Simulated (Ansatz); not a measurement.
# interstitial H in SnO2: two geometries relaxed, part 2 of 2

Are the two ends of the hop to the nearest equivalent void separate minima, and which lies lower? Each is relaxed from a guess. The host cell (Pbcn) has 24 atoms; the extra atom is the last.

Ansatz 0.2.0; DFT PBE, plane waves, PAW, scalar-relativistic, collinear spin. Earlier steps stand in the parts before.

**5. The log goes on: end point B relaxed**

The log, continued:

```text
relax step   3: F+E_penalty+E_count = -57284.86097678 eV  Δ(F+E_penalty+E_count) = -9.321e-2 eV  max|allowed force component| = 1.922e-1 eV/Å  Δτ_max = 0.1950 Å  (7 SCF iters, dr2 threshold 2.41e-5 eV, accepted)
SCF iter   1: F=—  HF=-57284.871840 eV  |F-HF|=—  |Δ(HF+E_count)|=         —  Δρ=2.31e-3 (↑1.80e-3 ↓2.31e-3)  dr2=2.10e-2  dr2_m=2.50e-3  M=0.750 μB ∫|m|=0.848 μB  β_m=0.30  ethr=1.25e-4  ⟨swp⟩=4.9  Hψ=4314  notcnv=0  defer=274
preconditioner: auto → Kerker (q_TF=auto, 2.590 Å⁻¹)  [metal: Δε(μ)=0.020 eV  Ē_g=19.580 eV  σ=0.020 eV  W_gap=0.50  n_scr=78 (ndim 8)  ℏωp=31.8 eV  f_vac=0.023  D(μ)=7.86/eV (n_scr^D=60)]
spin=Collinear: Kerker preconditioning applied to the charge; magnetization (m = ρ↑ − ρ↓) channel mixes plain (no charge-response kernel on spin).
SCF iter   2: F=—  HF=-57284.877608 eV  |F-HF|=—  |Δ(HF+E_count)|=   5.77e-3  Δρ=1.69e-3 (↑1.35e-3 ↓1.69e-3)  dr2=1.20e-2  dr2_m=1.44e-3  M=0.750 μB ∫|m|=0.846 μB  β_m=0.65  ethr=1.00e-5  ⟨swp⟩=2.0  Hψ=2832  notcnv=0  defer=274
preconditioner: auto → Resta (q_TF=auto, 2.590 Å⁻¹)  ε∞=3.6  [insulator: Δε(μ)=0.020 eV  Ē_g=19.579 eV  σ=0.020 eV  W_gap=0.50  n_scr=78 (ndim 8)  ℏωp=31.8 eV  f_vac=0.023  D(μ)=7.83/eV (n_scr^D=60)  ε∞_Penn≈3.6]
spin=Collinear: Resta preconditioning applied to the charge; magnetization (m = ρ↑ − ρ↓) channel mixes plain (no charge-response kernel on spin).
SCF iter   3: F=—  HF=-57284.887737 eV  |F-HF|=—  |Δ(HF+E_count)|=   1.01e-2  Δρ=5.88e-4 (↑3.71e-4 ↓5.88e-4)  dr2=2.35e-3  dr2_m=6.46e-5  M=0.750 μB ∫|m|=0.842 μB  β_m=0.60  ethr=5.72e-6  ⟨swp⟩=2.8  Hψ=3717  notcnv=0  defer=274
SCF iter   4: F=—  HF=-57284.887741 eV  |F-HF|=—  |Δ(HF+E_count)|=   3.93e-6  Δρ=1.67e-4 (↑1.62e-4 ↓1.67e-4)  dr2=2.19e-4  dr2_m=1.23e-5  M=0.750 μB ∫|m|=0.842 μB  β_m=0.80  ethr=1.12e-6  ⟨swp⟩=2.2  Hψ=2807  notcnv=0  defer=274
SCF iter   5: F=—  HF=-57284.887776 eV  |F-HF|=—  |Δ(HF+E_count)|=   3.44e-5  Δρ=7.50e-5 (↑6.26e-5 ↓7.50e-5)  dr2=4.48e-5  dr2_m=6.94e-7  M=0.750 μB ∫|m|=0.841 μB  β_m=0.71  ethr=1.05e-7  ⟨swp⟩=2.0  Hψ=3507  notcnv=0  defer=274
SCF iter   6: F=—  HF=-57284.887772 eV  |F-HF|=—  |Δ(HF+E_count)|=   3.68e-6  Δρ=2.77e-5 (↑2.72e-5 ↓2.77e-5)  dr2=6.02e-6  dr2_m=2.45e-7  M=0.750 μB ∫|m|=0.841 μB  β_m=0.73  ethr=2.14e-8  ⟨swp⟩=2.0  Hψ=2769  notcnv=0  defer=274
iter 7 did not close the SCF: its close was put off for a magnetic moment that had not settled (scf_convergence_deferred on its scf_iter line)
SCF iter   7: F=-57284.887773 eV  HF=-57284.887773 eV  |F-HF|=2.30e-7  |Δ(HF+E_count)|=   1.11e-6  Δρ=1.47e-5 (↑1.31e-5 ↓1.47e-5)  dr2=1.32e-6  dr2_m=1.17e-7  M=0.750 μB ∫|m|=0.841 μB  β_m=0.81  ethr=1.10e-9  ⟨swp⟩=4.0  Hψ=6242  notcnv=0
SCF iter   8: F=-57284.887774 eV  HF=-57284.887774 eV  |F-HF|=7.47e-8  |Δ(HF+E_count)|=   9.10e-7  Δρ=6.00e-6 (↑5.30e-6 ↓6.00e-6)  dr2=2.36e-7  dr2_m=1.21e-8  M=0.750 μB ∫|m|=0.841 μB  ethr=6.29e-10  ⟨swp⟩=2.0  Hψ=6500  notcnv=0
SCF 4 converged in 8 iterations: F = -57284.887774 eV  dr2 = 2.36e-7
relax step   4: F+E_penalty+E_count = -57284.88777393 eV  Δ(F+E_penalty+E_count) = -2.680e-2 eV  max|allowed force component| = 1.707e-2 eV/Å  Δτ_max = 0.1577 Å  (8 SCF iters, dr2 threshold 2.31e-6 eV, accepted)
iter 1 solved again at ethr=1.14e-10 eV; its pass at ethr=3.10e-3 eV (dr2=2.37e-7 eV) is discarded
SCF iter   1: F=—  HF=-57284.887774 eV  |F-HF|=—  |Δ(HF+E_count)|=         —  Δρ=6.03e-6 (↑5.33e-6 ↓6.03e-6)  dr2=2.39e-7  dr2_m=1.22e-8  M=0.750 μB ∫|m|=0.841 μB  β_m=0.30  ethr=1.14e-10  ⟨swp⟩=1.0  Hψ=4935  notcnv=0  defer=274
preconditioner: auto → Resta (q_TF=auto, 2.590 Å⁻¹)  ε∞=3.6  [insulator: Δε(μ)=0.020 eV  Ē_g=19.578 eV  σ=0.020 eV  W_gap=0.50  n_scr=78 (ndim 8)  ℏωp=31.8 eV  f_vac=0.023  D(μ)=7.67/eV (n_scr^D=60)  ε∞_Penn≈3.6]
spin=Collinear: Resta preconditioning applied to the charge; magnetization (m = ρ↑ − ρ↓) channel mixes plain (no charge-response kernel on spin).
iter 2 did not close the SCF: its close was put off for a magnetic moment that had not settled (scf_convergence_deferred on its scf_iter line)
SCF iter   2: F=-57284.887774 eV  HF=-57284.887774 eV  |F-HF|=3.31e-8  |Δ(HF+E_count)|=   3.80e-9  Δρ=3.20e-6 (↑2.83e-6 ↓3.20e-6)  dr2=5.70e-8  dr2_m=8.22e-9  M=0.750 μB ∫|m|=0.841 μB  β_m=0.42  ethr=4.78e-11  ⟨swp⟩=2.9  Hψ=5630  notcnv=0
iter 3 did not close the SCF: its close was put off for a magnetic moment that had not settled (scf_convergence_deferred on its scf_iter line)
SCF iter   3: F=-57284.887774 eV  HF=-57284.887774 eV  |F-HF|=1.74e-8  |Δ(HF+E_count)|=   3.75e-8  Δρ=1.61e-6 (↑1.61e-6 ↓1.51e-6)  dr2=1.38e-8  dr2_m=3.16e-9  M=0.750 μB ∫|m|=0.841 μB  β_m=0.71  ethr=2.73e-11  ⟨swp⟩=2.0  Hψ=5483  notcnv=0
SCF iter   4: F=-57284.887774 eV  HF=-57284.887774 eV  |F-HF|=2.64e-9  |Δ(HF+E_count)|=   2.35e-8  Δρ=7.38e-7 (↑6.43e-7 ↓7.38e-7)  dr2=4.25e-9  dr2_m=1.25e-10  M=0.750 μB ∫|m|=0.841 μB  ethr=6.59e-12  ⟨swp⟩=1.6  Hψ=5057  notcnv=0
SCF 5 converged in 4 iterations: F = -57284.887774 eV  dr2 = 4.25e-9
relax step   5: F+E_penalty+E_count = -57284.88777406 eV  Δ(F+E_penalty+E_count) = -1.294e-7 eV  max|allowed force component| = 1.707e-2 eV/Å  Δτ_max = 0.0000 Å  (4 SCF iters, accepted)
SCF converged after 4 iterations
Magnetization: 0.7500 μB (104.8750 up, 104.1250 down)
Absolute magnetization: 0.8425 μB (∫|ρ↑−ρ↓|, with the PAW one-centre terms)
Spin contamination: 0.0177 ħ² per cell (⟨S²⟩ above its minimum at these occupations)
Per-site moments (μB) at R_I (Å): [(-0.0005932398002819592, 0.8386268418567246), (0.0036512587850120594, 0.8420077231927585), (-0.0009881812952819062, 0.8397685505901831), (-0.0013654325059523505, 0.8370808516475835), (0.0007520205402870552, 0.8391193608280888), (0.0019694323790346944, 0.838864219557022), (0.0020721410764548954, 0.8386268418567246), (0.0029057822511200297, 0.8420077231927585), (0.051370082872345305, 0.8473527755882321), (0.027943575116223987, 0.8421770944777263), (0.0003333240615587488, 0.8397685505901831), (0.05093927370875759, 0.8472866073102713), (-0.0009135701491566748, 0.8422712081848401), (0.001238426930386827, 0.8390065553117897), (-0.0010291248807452272, 0.8397297037511391), (-0.0013627438440570096, 0.8372557051557594), (0.0029369155878695248, 0.8421873628040593), (0.022587215295520168, 0.8422712081848401), (0.02268667474780764, 0.8424417958362012), (0.00066496336592442, 0.8390065553117897), (0.0009816603497711895, 0.8370808516475835), (0.000265150786737333, 0.8397297037511391), (0.03106050494336141, 0.8422659662795178), (0.0009299889868270843, 0.8372557051557594), (0.45388014958236494, 0.8508235876381702)]
Free energy (F): -57284.887774 eV
Harris-Foulkes:  -57284.887774 eV  (|F-HF|=2.64e-9)
Internal energy: -57284.886241 eV  (E = F + TS)
E sigma→0 (E₀):  -57284.887007 eV
Entropy (-TS):   -0.001533 eV (-0.061 meV/atom)
Fermi energy:    11.771225 eV
--- Per-component energies (eV) ---
  E_band       = -408.675269
  E_kinetic    = 4087.714425
  E_local      = -12258.855978  (includes V_loc(G=0)·N_el)
  E_nonlocal   = 2005.053594
  E_hartree    = 5601.870713
  E_xc         = -2154.836098
  E_vxc        = -2110.812601  (∫ρ·V_xc dr)
  E_paw        = -37599.914465  (= ΣΔE_a)
  E_vpaw       = -3335.532500  (= ΣTr[D̂ρ^β])
  E_aug_tail   = 0.014539  (compensation charges beyond the density's cutoff)
  E_ewald      = -16965.932970
  E_smearing   = -0.001533  (= −TS)
  E_closure    = 0.000000  (closes the sum)
  Σ components = -57284.887774   (vs F -57284.887774, Δ=0.00e0)
--- Forces (eV/Å), atoms counted from 1 ---
  atom   1  Sn    -0.00332112    -0.00547667     0.00145358
  atom   2  Sn    -0.00234991    -0.00356950     0.00342086
  atom   3  Sn     0.00690190     0.00759515    -0.00306399
  atom   4  Sn    -0.00087761     0.00694702     0.00640228
  atom   5  O     -0.00944567     0.00333059     0.00646185
  atom   6  O      0.00425762    -0.00429014    -0.00083618
  atom   7  O     -0.00920564     0.00618644    -0.00189620
  atom   8  O      0.00217251     0.00165751    -0.00071951
  atom   9  O     -0.00050158    -0.00185355    -0.00608314
  atom  10  O     -0.00103860    -0.00596480    -0.01118724
  atom  11  O     -0.01514915     0.00308987     0.00865732
  atom  12  O      0.00883544    -0.00726280     0.00697077
  atom  13  Sn    -0.00444996     0.01378106    -0.00693022
  atom  14  Sn     0.00983684     0.00544986    -0.00461339
  atom  15  Sn    -0.01490017     0.00199920    -0.00034846
  atom  16  Sn     0.01707430     0.00518568    -0.00117814
  atom  17  O      0.00672381     0.00585212     0.00454544
  atom  18  O     -0.00197306    -0.00980730     0.00429740
  atom  19  O     -0.00400132    -0.01700889    -0.00347831
  atom  20  O      0.00879302     0.01059796    -0.00003938
  atom  21  O      0.00026156     0.00219259    -0.00741777
  atom  22  O      0.01503745     0.00059695    -0.00509024
  atom  23  O     -0.00814193    -0.00945611     0.00801593
  atom  24  O      0.01242922     0.00385103     0.00488911
  atom  25  H     -0.01697370    -0.01361527    -0.00225992
  max |Σ_I F_I| component: 2.76e-5 eV/Å
--- Relaxed structure (5 steps of the walk, 5 accepted, 0 SCFs on fresh bases) ---
  F+E_penalty+E_count = -57284.88777406 eV   max|allowed force component| = 1.707e-2 eV/Å
  atoms:
    - { symbol: Sn, position: [0.45769687620530947, 0.2925624818561034, 0.21187937494171522] }
    - { symbol: Sn, position: [0.537689046011957, 0.7124854343424811, 0.2922110844941126] }
    - { symbol: Sn, position: [0.03878534434723803, 0.2106246201562218, 0.2941068911406543] }
    - { symbol: Sn, position: [0.4588906944698295, 0.2915313973105727, 0.7085148774653343] }
    - { symbol: O, position: [0.9724346077522764, 0.1043855400286785, 0.6321523406724979] }
    - { symbol: O, position: [0.7915856055131637, 0.1326812384719238, 0.10565577175745128] }
    - { symbol: O, position: [0.3511004913052439, 0.22564268808930654, 0.5456807730817361] }
    - { symbol: O, position: [0.3767884349066198, 0.04769828780056873, 0.22543261845356485] }
    - { symbol: O, position: [0.11543727275123705, 0.4590036829667625, 0.28467806893744924] }
    - { symbol: O, position: [0.14597218579090782, 0.27556014324136974, 0.9590751735778176] }
    - { symbol: O, position: [0.7051281647286605, 0.3734772654465988, 0.39802556227224095] }
    - { symbol: O, position: [0.5304779456454143, 0.39564806930895774, 0.8696605062031384] }
    - { symbol: Sn, position: [0.9562441416327238, 0.7942011389482778, 0.7105850414406711] }
    - { symbol: Sn, position: [0.03834365982754212, 0.21218120615592123, 0.7925792784631885] }
    - { symbol: Sn, position: [0.5400280380967942, 0.711315185244075, 0.7931520794437079] }
    - { symbol: Sn, position: [0.95418015430408, 0.7958934485816684, 0.21333332752912004] }
    - { symbol: O, position: [0.47142685396678335, 0.6046867379131158, 0.1309869723891448] }
    - { symbol: O, position: [0.29152556760238524, 0.6314049206229596, 0.6016983269103836] }
    - { symbol: O, position: [0.8469588833597244, 0.7308625066087211, 0.04598310895446167] }
    - { symbol: O, position: [0.8778850310687386, 0.5462233344922675, 0.7264511841055704] }
    - { symbol: O, position: [0.618835532954459, 0.9587058884568602, 0.777801426397734] }
    - { symbol: O, position: [0.6435735909234235, 0.778356635180141, 0.45957412286534494] }
    - { symbol: O, position: [0.20502600809565086, 0.8751870207739775, 0.900675566868805] }
    - { symbol: O, position: [0.02409066347292932, 0.899398132292953, 0.3728412948169551] }
    - { symbol: H, position: [0.19661200526690614, 0.5571004057095167, 0.9501240168171972] }
```

It took 39 s on 4 threads of Intel Xeon Platinum 8259CL at 2.50GHz (Skylake/Cascade Lake), shared host; peak memory 1.3 GiB.

The steps of the relaxation:

```
step  energy from step 1 (eV/cell)  largest force component (eV/Å)
   1                        0.0000                          2.5445
   2                       -0.3432                          0.6209
   3                       -0.4364                          0.1922
   4                       -0.4632                          0.0171
   5                       -0.4632                          0.0171
```

Step 1 is the start. Step 5 solves the same geometry again.

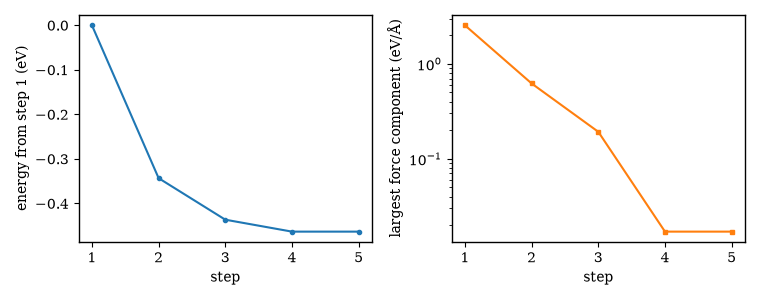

Energy and largest force along the relaxation.

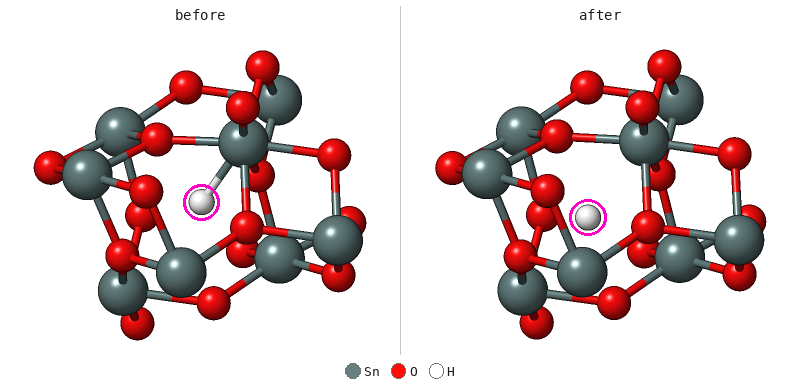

Before and after, at one scale. Each atom of the cell is drawn once, at one copy chosen for all pictures, so bonds across the cell's faces may be missing.

The atom that moved most is H25, by 0.54 Å.

**6. Results**

The summary covers parts 1 to 2.

| quantity | value |
| --- | --- |
| end A | 4 moves, 0.470 eV lower |
| end B | 3 moves, 0.463 eV lower |
| largest difference between the ends | 0.16 Å |
| end B relative to end A | +0.000 eV |

In words: The two relaxations end at one structure, within 0.16 Å: no second minimum was found from this start, which doesn't rule one out. Equivalent sites exist by translation; this start for end B simply lay in end A's basin.
